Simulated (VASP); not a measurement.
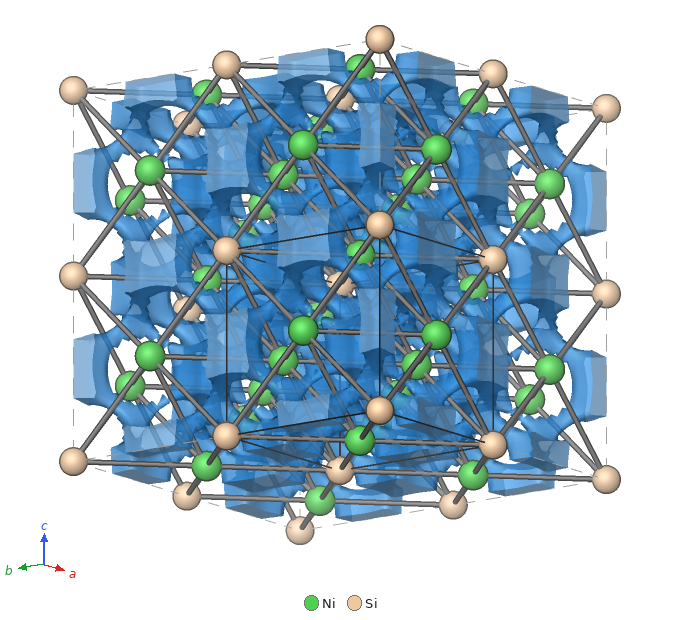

The blue surface encloses the points that the centre of a probe sphere of radius 0.10 Å can occupy in SiNi3 (Pm-3m), computed on a grid of about 0.15 Å (2×2×2 cells shown, view from a free direction; pale faces close the region where the box cuts it).

Hard-sphere model; covalent radii (Cordero): Ni 1.24 Å, Si 1.11 Å.

The cell is taken from an entry of the Crystallography Open Database, as set up for an electronic-structure calculation.

```yaml
crystal:
  lattice:
    - [3.54200, 0.00000, 0.00000]
    - [0.00000, 3.54200, 0.00000]
    - [0.00000, 0.00000, 3.54200]
  atoms:
    - { symbol: Ni, position: [0.50000, 0.50000, 0.00000] }
    - { symbol: Ni, position: [0.50000, 0.00000, 0.50000] }
    - { symbol: Ni, position: [0.00000, 0.50000, 0.50000] }
    - { symbol: Si, position: [0.00000, 0.00000, 0.00000] }
```

Question: Do these regions connect?

Answer: Where they connect, they form a three-dimensional network.

Question: What share of the cell can the probe's centre reach?

Answer: About 17 % of the volume (7.6 Å³ of 44.4 Å³).

Question: Give the largest included and the largest free sphere.

Answer: The largest sphere that fits anywhere has a diameter of 1.06 Å; the largest that can travel through the crystal, about 0.5 Å.

Question: How does the connectivity change as the probe shrinks?

Answer: Below a radius of about 0.25 Å the space forms a three-dimensional network. These are grid estimates, good to about 0.05 Å.
